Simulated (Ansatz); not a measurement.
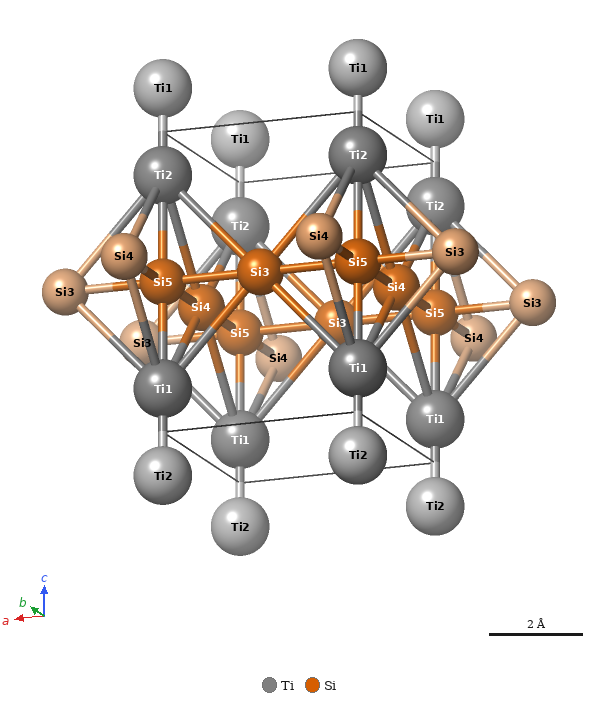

Figure 1. The input geometry (ball-and-stick view of the cell of the calculation, seen at an oblique angle; neighbours outside the cell are drawn fainter; atoms are numbered from 1 in the order of the input). An atom can appear more than once, as a periodic image.

**Band-structure calculation of Ti2Si3**

System: Ti2Si3 (P4/mmm, 5 atoms in the cell).
Method: DFT PBE, scalar-relativistic, plane waves, PAW, no spin polarisation (Ansatz 0.2.0).

The structure was made by a generator, so it may or may not be a known phase. Figures and captions count atoms from 1; the log counts them from 0 in places.

### Input file
```yaml
crystal:
  lattice:
    - [4.5479730203, 0.0, 0.0]
    - [0.0, 4.5479730203, 0.0]
    - [0.0, 0.0, 6.742063513]
  atoms:
    - { symbol: Ti, position: [0.0, 0.0, 0.1449214902] }
    - { symbol: Ti, position: [0.0, 0.0, 0.8550785098] }
    - { symbol: Si, position: [0.5, 0.0, 0.5] }
    - { symbol: Si, position: [0.0, 0.5, 0.5] }
    - { symbol: Si, position: [0.0, 0.0, 0.5] }
basis:
  ecutwfc: 420
kpoints:
  mp_grid: { grid: [8, 8, 6] }
  band_path:
    path:
      - [[0.0, 0.0, 0.0], [0.0, 0.5, 0.0], [0.5, 0.5, 0.0], [0.0, 0.0, 0.0], [0.0, 0.0, 0.5], [0.0, 0.5, 0.5], [0.5, 0.5, 0.5], [0.0, 0.0, 0.5]]
      - [[0.0, 0.5, 0.0], [0.0, 0.5, 0.5]]
      - [[0.5, 0.5, 0.0], [0.5, 0.5, 0.5]]
    npoints: 14
hamiltonian:
  xc: pbe
scf:
  occupations: { method: gaussian, width: 0.1 }
  n_extra_bands: 12
output:
  forces: true
  stress: true
  eigenvalues: true
  populations: true
  dos: { projected: true, de: 0.02, nscf_kmesh: { grid: [10, 10, 8] } }
  bader: true
  write_density: true
  write_potential: true
  elf: true
  volumetric_format: npy
```

Run on 1 thread of Intel Xeon @ 2.50GHz (Skylake/Cascade Lake), 189 GiB of memory available, shared host.

Launch command:
```bash
ansatz run input.yaml --threads 1 --pin off --max-ram 2560MiB --backend cpu --events-out ev --progress --plain --runs-dir out
```

### Output
```
scf.n_extra_bands = 12 over 18 filled bands (N_el = 36.0): the run solves 30 bands
Engine: ansatz 0.2.0, x86_64-unknown-linux-gnu
Pseudopotentials: kind: paw
Pseudopotential: Ti, paw, valence charge 12, recommended cutoff 420 eV (normal), Ti.paw.azcp
Pseudopotential: Si, paw, valence charge 4, recommended cutoff 420 eV (normal), Si.paw.azcp
Functional definition: PBE
  parameter kappa = 0.804
  parameter beta = 0.06672455060314922
  exchange = pbe_x(kappa = kappa, mu = beta*pi^2/3)
  correlation = pbe_c(beta = beta)
Crystal: 5 atoms, lattice volume = 139.453 Å³
Basis set: ecut = 420 eV, 2751 PW (Γ), exchange–correlation on 64×64×96 points (8 copies of the dense FFT grid, shifted against one another)
Bands: 30, of which v1, the nominal top of the filled ones, is band 18 counted from 1 (17 counted from 0)
Symmetry: 16 space group operations
Space group: P4/mmm (ITA 123), of the structure as read, at distance tolerance 5.2e-5 Å
k-points: 60 of 384
Non-local potential: Ti, projectors of the file, l = 0: 3, l = 1: 2, l = 2: 3, l = 3: 1
Non-local potential: Si, projectors of the file, l = 0: 2, l = 1: 2, l = 2: 2
PAW form: soft (Blöchl's): semilocal exchange-correlation on the pseudo side does not see the compensation charge
PAW one-centre angular grid: Ti, 590 points (default); XC on 64 Gauss nodes
PAW one-centre angular grid: Si, 110 points (default); XC on 64 Gauss nodes
Initial density: superposition of atomic densities (neutral atoms: chi_scale 0, normalization atom), corrected by the library's trained network
Initial wavefunctions: pseudopotential atomic-orbital guess
Functional: x = pbe(κ = 0.804, μ = 0.2195149727645171), c = pbe(β = 0.06672455060314922)
SCF iter   1: F=—  HF=-6900.488098 eV  |F-HF|=—  |Δ(HF+E_count)|=         —  Δρ=4.35e-2  dr2=7.65e0  ethr=1.77e-3  ⟨swp⟩=7.0  Hψ=9800  notcnv=0  defer=2
preconditioner: auto → LDOS  [metal: Δε(μ)=0.019 eV  Ē_g=6.269 eV  σ=0.100 eV  W_gap=0.11  n_scr=28 (ndim 8)  ℏωp=14.1 eV  f_vac=0.031  D(μ)=3.62/eV (n_scr^D=28)  β→1.0]
SCF iter   2: F=—  HF=-6899.710289 eV  |F-HF|=—  |Δ(HF+E_count)|=   7.78e-1  Δρ=1.75e-2  dr2=3.15e-1  ethr=1.77e-3  ⟨swp⟩=3.0  Hψ=4102  notcnv=0  defer=246
SCF iter   3: F=—  HF=-6899.718077 eV  |F-HF|=—  |Δ(HF+E_count)|=   7.79e-3  Δρ=5.80e-3  dr2=4.09e-2  ethr=8.74e-4  ⟨swp⟩=2.5  Hψ=3472  notcnv=0  defer=231
SCF iter   4: F=—  HF=-6899.706720 eV  |F-HF|=—  |Δ(HF+E_count)|=   1.14e-2  Δρ=8.86e-4  dr2=1.72e-3  ethr=1.14e-4  ⟨swp⟩=2.0  Hψ=3190  notcnv=0  defer=227
SCF iter   5: F=—  HF=-6899.706868 eV  |F-HF|=—  |Δ(HF+E_count)|=   1.48e-4  Δρ=2.56e-4  dr2=8.87e-5  ethr=4.79e-6  ⟨swp⟩=1.5  Hψ=1652  notcnv=0  defer=227
SCF iter   6: F=—  HF=-6899.706601 eV  |F-HF|=—  |Δ(HF+E_count)|=   2.67e-4  Δρ=6.32e-5  dr2=4.23e-6  ethr=2.46e-7  ⟨swp⟩=2.8  Hψ=2726  notcnv=0  defer=227
SCF iter   7: F=—  HF=-6899.706602 eV  |F-HF|=—  |Δ(HF+E_count)|=   8.22e-7  Δρ=2.09e-5  dr2=5.13e-7  ethr=1.18e-8  ⟨swp⟩=2.0  Hψ=2525  notcnv=0  defer=227
SCF iter   8: F=-6899.706602 eV  HF=-6899.706602 eV  |F-HF|=5.44e-9  |Δ(HF+E_count)|=   3.76e-8  Δρ=4.36e-6  dr2=1.10e-8  ethr=2.78e-10  ⟨swp⟩=15.5  Hψ=12233  notcnv=0
SCF 1 converged in 8 iterations: F = -6899.706602 eV  dr2 = 1.10e-8
  greatest PAW one-centre occupation: 0.998 electrons in one spin orbital (limit 2), on the Ti atom at site 1 (counted from 0), in its partial waves of l = 0
```

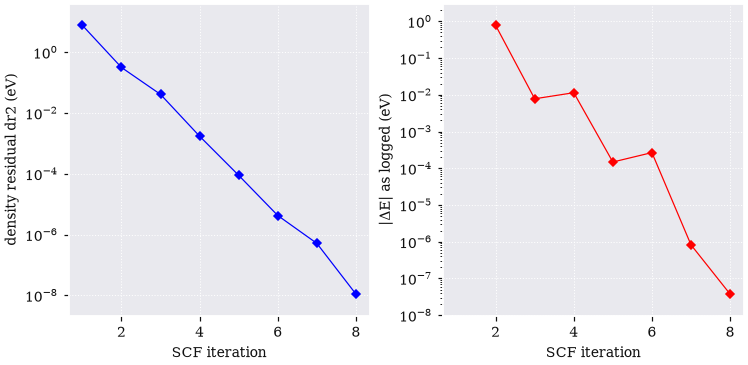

Figure 2. Convergence of the self-consistent field: density residual dr2 and size of the energy change against the SCF iteration. The residual falls at every step.

```
NSCF: frozen V_eff on 129 k-points
NSCF: frozen V_eff on 105 k-points
SCF converged after 8 iterations
Free energy (F): -6899.706602 eV
Harris-Foulkes:  -6899.706602 eV  (|F-HF|=5.44e-9)
Internal energy: -6899.693337 eV  (E = F + TS)
E sigma→0 (E₀):  -6899.699969 eV
Entropy (-TS):   -0.013265 eV (-2.653 meV/atom)
Fermi energy:    4.821195 eV
--- Per-component energies (eV) ---
  E_band       = -518.200237
  E_kinetic    = 669.874791
  E_local      = -3399.116462  (includes V_loc(G=0)·N_el)
  E_nonlocal   = 104.308822
  E_hartree    = 1421.491687
  E_xc         = -356.948731
  E_vxc        = -379.093388  (∫ρ·V_xc dr)
  E_paw        = -3638.316116  (= ΣΔE_a)
  E_vpaw       = -357.159683  (= ΣTr[D̂ρ^β])
  E_aug_tail   = 0.000264  (compensation charges beyond the density's cutoff)
  E_ewald      = -1700.987592
  E_smearing   = -0.013265  (= −TS)
  E_closure    = 0.000000  (closes the sum)
  Σ components = -6899.706602   (vs F -6899.706602, Δ=0.00e0)
--- Forces (eV/Å), atoms counted from 1 ---
  atom   1  Ti     0.00000000     0.00000000    -0.00042438
  atom   2  Ti     0.00000000     0.00000000     0.00042438
  atom   3  Si    -0.00000000     0.00000000     0.00000000
  atom   4  Si     0.00000000     0.00000000     0.00000000
  atom   5  Si    -0.00000000    -0.00000000     0.00000000
  max |Σ_I F_I| component: 5.42e-20 eV/Å
--- Stress (GPa, compression-positive) ---
        0.001857       0.000000       0.000000
        0.000000       0.001857       0.000000
        0.000000       0.000000       0.000604
  P = ⅓ Tr σ = 0.0014 GPa (0.014 kbar)
--- Band table (eV; the first three rows and the last of 60) ---
  k-point 0: bands = ["-52.2238", "-51.2715", "-29.4589", "-28.4886", "-28.4886", "-27.9183", "-27.9183", "-26.1312", "-6.6811", "-0.4068", "-0.0488", "-0.0488", "0.8572", "1.9576", "3.5297", "4.3224", "4.3224", "4.9448", "5.2258", "5.4637", "5.8797", "6.2030", "6.6486", "6.6486", "6.8478", "7.4117", "7.4117", "8.0688", "9.2919", "10.6780"]
  k-point 1: bands = ["-52.2238", "-51.2715", "-29.4582", "-28.4886", "-28.4886", "-27.9183", "-27.9183", "-26.1323", "-6.6665", "-0.4018", "-0.0342", "-0.0342", "0.6793", "2.0566", "3.7242", "4.1804", "4.1804", "4.5890", "5.2516", "5.4777", "5.6858", "6.8149", "6.8963", "6.8963", "7.0684", "7.4492", "7.4492", "7.9578", "9.3176", "9.9042"]
  k-point 2: bands = ["-52.2237", "-51.2716", "-29.4570", "-28.4885", "-28.4885", "-27.9183", "-27.9183", "-26.1344", "-6.6369", "-0.3916", "-0.0042", "-0.0042", "0.3893", "2.3351", "3.5634", "3.9431", "3.9431", "4.2833", "5.5073", "5.5074", "6.2728", "6.7488", "7.2595", "7.2595", "7.5676", "7.6632", "7.7380", "7.7380", "9.1437", "9.3273"]
  k-point 59: bands = ["-52.2236", "-51.2715", "-29.4560", "-28.4907", "-28.4907", "-27.9198", "-27.9198", "-26.1351", "-4.6917", "-3.3336", "-3.3336", "1.7328", "1.7771", "3.0979", "3.0979", "4.2905", "4.2905", "4.6963", "5.3578", "5.6177", "6.2324", "6.7768", "7.5278", "8.0031", "8.0031", "8.0674", "8.8248", "8.8248", "8.9428", "9.1664"]
--- Löwdin populations: 5 sites ---
  site symbol       q [e]
     0     Ti     11.5116
     1     Ti     11.5116
     2     Si      4.2193
     3     Si      4.2193
     4     Si      4.0913
  spilling = 0.012412 (of n_electrons = 36.000000)
--- Bader charges: 5 sites ---
  site symbol  charge [e]  shift [e]
     0     Ti      0.5252     0.0005
     1     Ti      0.5252     0.0005
     2     Si     -0.4262     0.0162
     3     Si     -0.4262     0.0162
     4     Si     -0.1981     0.0332
  estimated error of the sums over rays = 3.4e-4 e
```

### File bader_charges.tsv
```
# site	symbol	x_ang	y_ang	z_ang	partial_charge_e	electrons	volume_ang3	relative_density_drop	shared_charge_e	partial_wave_shift_e
# quadrature_error_electrons = 3.4e-4
0	Ti	0.0000	0.0000	0.9771	0.52521	21.47479	29.16	-	0.52521	0.00045
1	Ti	0.0000	0.0000	5.7650	0.52521	21.47479	29.16	-	0.52521	0.00045
2	Si	2.2740	0.0000	3.3710	-0.42615	14.42615	32.28	-	-0.42615	0.01617
3	Si	0.0000	2.2740	3.3710	-0.42615	14.42615	32.28	-	-0.42615	0.01617
4	Si	0.0000	0.0000	3.3710	-0.19812	14.19812	16.57	-	-0.19812	0.03325
```

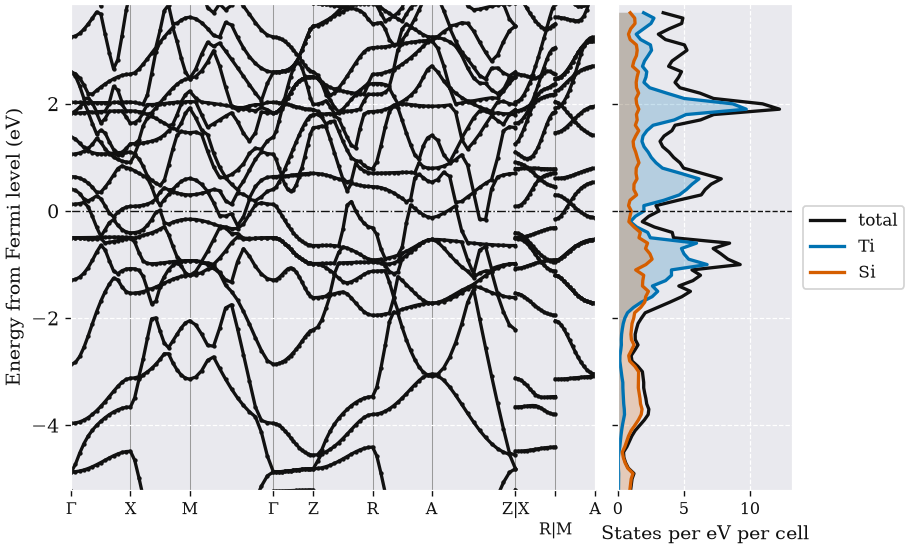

Figure 3. Band structure along Γ–X–M–Γ–Z–R–A–Z|X–R|M–A and density of states (projected on Löwdin-orthogonalised atomic shells), with energies from the Fermi level. Bands cross the Fermi level: a metal at this level of theory.

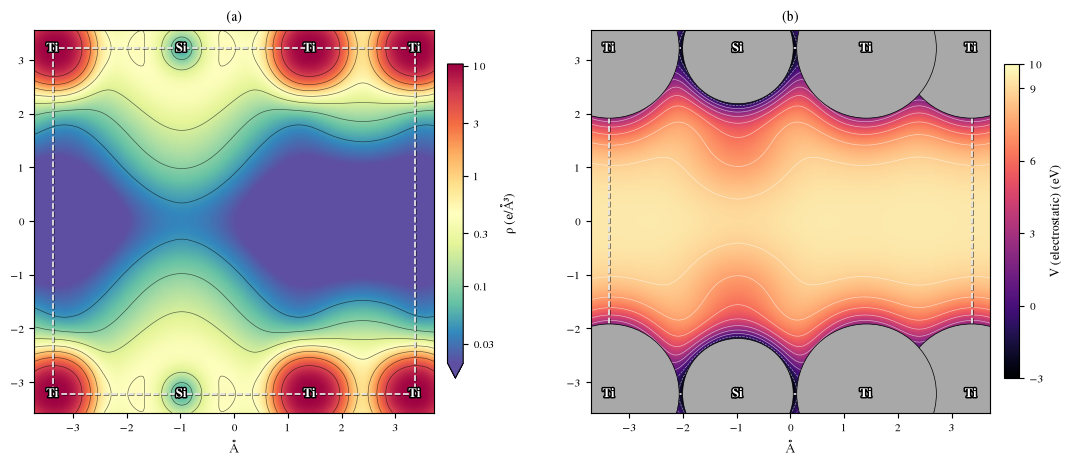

Figure 4. (a) valence electron density; (b) electrostatic potential (local pseudopotential plus Hartree) felt by an electron on the (110) plane of the conventional cell. Grey discs, where drawn, cover atomic cores. The section cuts through Ti and Si sites. Ti–Ti (1.95 Å): ρ at the midpoint is about 0.84 e/Å³. Ti–Si (2.39 Å): ρ at the midpoint is about 0.42 e/Å³. Away from the nuclei the density in this plane falls to 0.007 e/Å³ at its lowest. Outside the cores the potential energy rises away from the atoms and is highest about 3.3 Å from the nearest atoms; outside the discs it spans about 12 eV, and its zero is arbitrary. In a PAW calculation such maps are meaningful between the atoms, not at the nuclei.

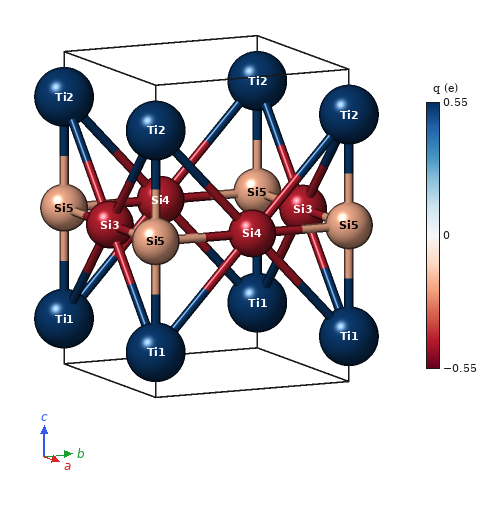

Figure 5. Bader charges, as the colour of each atom (ball-and-stick view of the cell of the calculation, seen at an oblique angle; atoms are numbered from 1 in the order of the input). By element: Ti +0.53 and Si −0.43 to −0.20 e.

### Results in brief

| quantity | value |
| --- | --- |
| outcome | converged |
| space group (tolerance 0.01 Å) | P4/mmm (123) |
| electrons treated | 36 |
| free energy | −6899.7066 eV |
| Fermi energy | 4.821 eV |
| gap on the k-point mesh | none (metallic) |
| pressure | 0.00 GPa |
| largest force (length of the vector) | under 0.001 eV/Å |
| wall time | 3.4 min |
| peak memory | 0.61 GiB |
